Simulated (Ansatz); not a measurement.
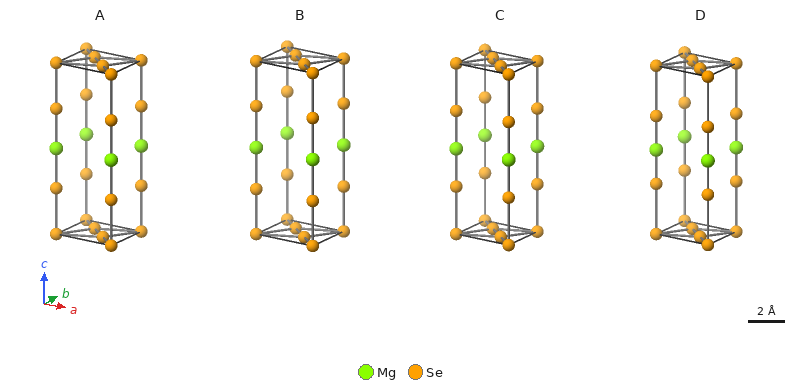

4 geometries from one relaxation of a crystal of MgSe5 (a generated structure, set up in P6/mmm) (coarse preliminary run), in shuffled order. Style: ball-and-stick. Shown: the cell of the calculation, slightly off an axis.

Theory: DFT PBE, scalar-relativistic, plane waves, PAW (Ansatz). Settings: plane-wave cutoff 420 eV; k-point mesh 6 × 6 × 2; occupations gaussian; smearing width 0.1 eV; no spin polarisation; cell and atoms relaxed; force threshold 0.04 eV/Å; at most 70 steps.

Q: Order the frames from highest to lowest energy.

A: D, C, A, B. They are steps 0, 1, 2, 6, at +4.271 eV per cell of the calculation, +1.187 eV per cell of the calculation, +0.185 eV per cell of the calculation relative to the last. Over 5 accepted moves (6 points after the start) the energy falls by 4.271 eV per cell of the calculation. Largest force component: 10 eV/Å at the start, 0.0043 eV/Å at the end. Pressure: 16.82 GPa at the start and 0.02 GPa at the end. At 1 point the geometry stayed and the basis and grid were re-selected for the new cell (energy shift of 2.3 meV per cell of the calculation at most each time). The largest moves relative to the cell, 0.38 Å, are those of Se atoms. Mg stays in place. The drawn cell changes as follows: a = b 4.532 → 4.954 Å (+9.3 %), c 9.543 → 9.805 Å (+2.7 %); the volume changes by +22.8 %. Near-neighbour distances that change, for instance: Mg–Se 1.922 → 2.352 Å, Se–Se 2.850 → 2.550 Å, Se–Se 2.616 → 2.860 Å. The space group stays P6/mmm (No. 191).
